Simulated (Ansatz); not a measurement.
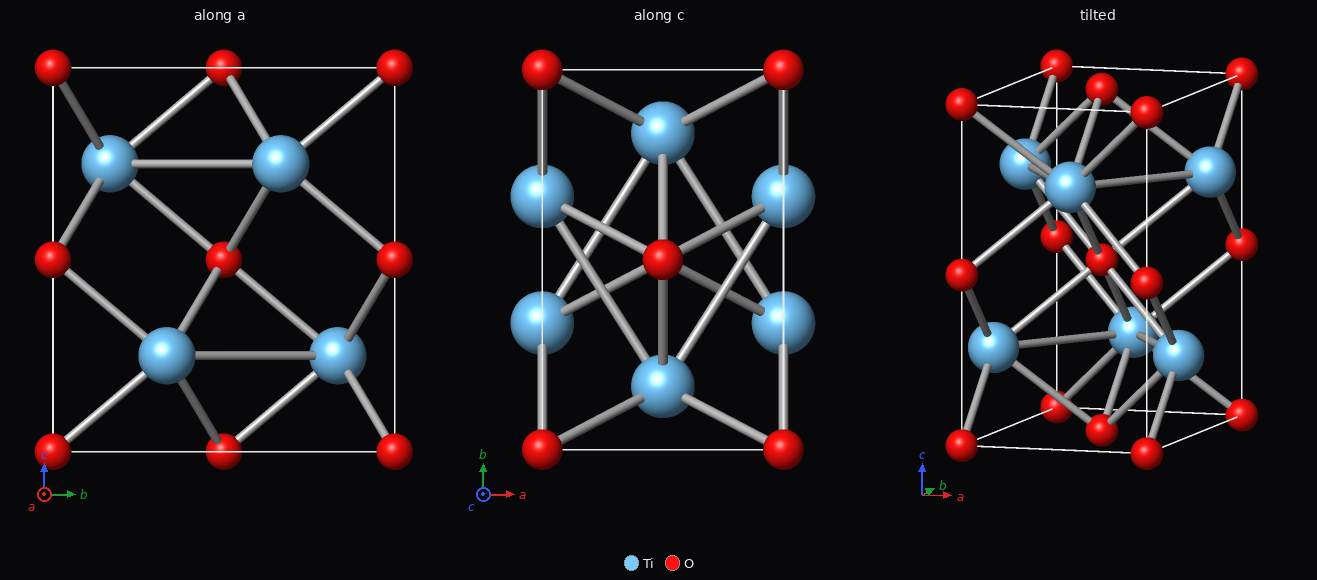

Ball-and-stick drawing of the structure, looking along the a axis, along the c axis and slightly off an axis. One conventional unit cell is framed, with atoms on its boundary repeated. Cell: a = 3.150 Å, b = 4.960 Å, c = 5.571 Å, α = 90.00°, β = 90.00°, γ = 90.00°.

Notes on the structure:

- Chemical formula TiO.
- Space group: Cmcm (No. 63). Lattice: base-centred orthorhombic.
- In the cell are 4 Ti, 4 O, which makes 4 formula units.
- The numbers of neighbours within bonding distance are Ti 10 and O 6. Not all metal-metal contacts are counted.

The model was built from a structure listed in the Materials Project. The cell was then strained or its atoms displaced on purpose. It was the input of a calculation with Ansatz.

At this level of theory the run's own cell isn't at rest (stretched, at -14 GPa), so its distances can differ from those at equilibrium, the more so the softer the solid.
